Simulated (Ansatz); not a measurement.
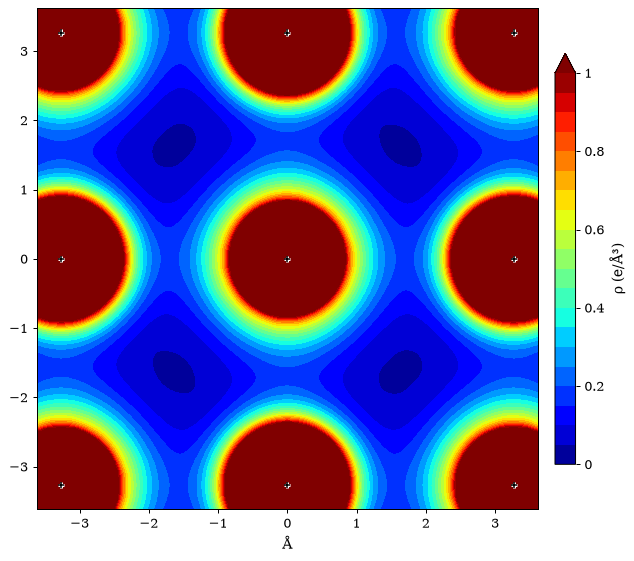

The valence pseudo-density on a plane through atoms (crosses mark nuclei in the plane).

Method: DFT, PBE, plane waves, PAW (Ansatz).

Candidates:
A. TePb, a = 6.54 Å, b = 6.54 Å, c = 6.54 Å, α = 90.00°, β = 90.00°, γ = 90.00°. Space group Fm-3m; started from the measured structure prototype, which need not be the ambient phase.
B. NaCl, a = 3.29 Å, b = 3.29 Å, c = 3.47 Å, α = 90.00°, β = 90.00°, γ = 90.00°. Space group P4/mmm; started from the CsCl prototype, which need not be the ambient phase; changed on purpose from its base cell (epitaxial xy strain -5.0%); computed pressure about 5 GPa in this cell.
C. GaSb, a = 6.13 Å, b = 6.13 Å, c = 6.13 Å, α = 90.00°, β = 90.00°, γ = 90.00°. Space group F-43m; started from the zincblende prototype, which need not be the ambient phase.

**Which candidate gave the map?**

Candidate A: TePb on the (010) plane of the conventional cell, which holds Te and Pb. Te–Pb (3.27 Å): ρ at the midpoint is about 0.19 e/Å³.
